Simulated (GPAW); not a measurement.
**KBr (Fm-3m): ε∞ against the local-field cutoff**

The size of the dielectric matrix of KBr (Fm-3m) is raised step by step, on the same bands.

It takes space group Fm-3m (No. 225, cubic). The conventional cell has a = 6.600 Å, b = 6.600 Å, c = 6.600 Å, α = 90.00°, β = 90.00°, γ = 90.00°. Br on site b is surrounded by 6 K at 3.30 Å. K on site a has 6 Br at 3.30 Å as nearest neighbours.

Method: GPAW 26.7.0, PBE, RPA, k-mesh 9×9×9, Lorentzian half width 0.15 eV.

Launch of the response step: `OMP_NUM_THREADS=1 python df.py`. The series took 3.2 min in all, its band step included, on 1 thread of Arm Neoverse V2, with other jobs on the host.

| cutoff (eV) | time of the step (s) | ε∞ |
| --- | --- | --- |
| 20 | 10 | 2.4219 |
| 40 | 10 | 2.3600 |
| 60 | 10 | 2.3587 |
| 100 | 16 | 2.3491 |
| 150 | 36 | ? |

The number of plane waves grows as cutoff^(3/2); a common extrapolation takes the result as linear in its inverse.

Working, on the rows shown:

| x = cutoff^(−3/2) (eV^−3/2) | y = ε∞ |
| --- | --- |
| 0.0111803 | 2.4219 |
| 0.00395285 | 2.36 |
| 0.00215166 | 2.3587 |
| 0.001 | 2.3491 |

Means: x̄ = 0.0045712, ȳ = 2.3724. Σ(x − x̄)(y − ȳ) = 0.0004512, Σ(x − x̄)² = 6.267e-05. Slope = 0.0004512 / 6.267e-05 = 7.199; intercept = ȳ − slope · x̄ = 2.3395. The line misses the rows shown by at most 0.008.

Question: What does the fit predict for the withheld row, and how well does it do?

Answer: At x = 0.00054433 the line gives y = 2.3434. The run gave 2.3483, so the extrapolation is off by 0.0049, 7 % of the range in the table. The law describes these rows poorly: it misses even the rows shown by over a tenth of the range.

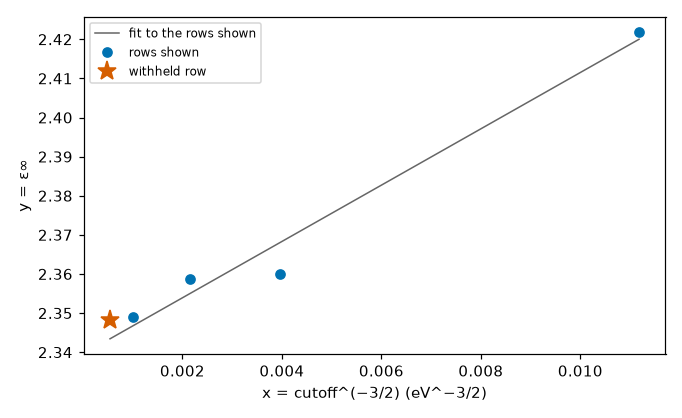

Refitted with all rows, the slope is 6.992 and the intercept 2.3413. The line reaches 2.341 at infinite cutoff, 0.3 % from the last run, while the last two runs differ by 0.03 %. ε∞ moves in steps as shells of reciprocal vectors enter, so the limit is good only to about the larger of these. Excitons are left out; PBE gaps are as a rule too small. The values come from a sum over the points of one k-mesh and carry its error, which grows as the direct gap shrinks. Spin-orbit coupling is left out.
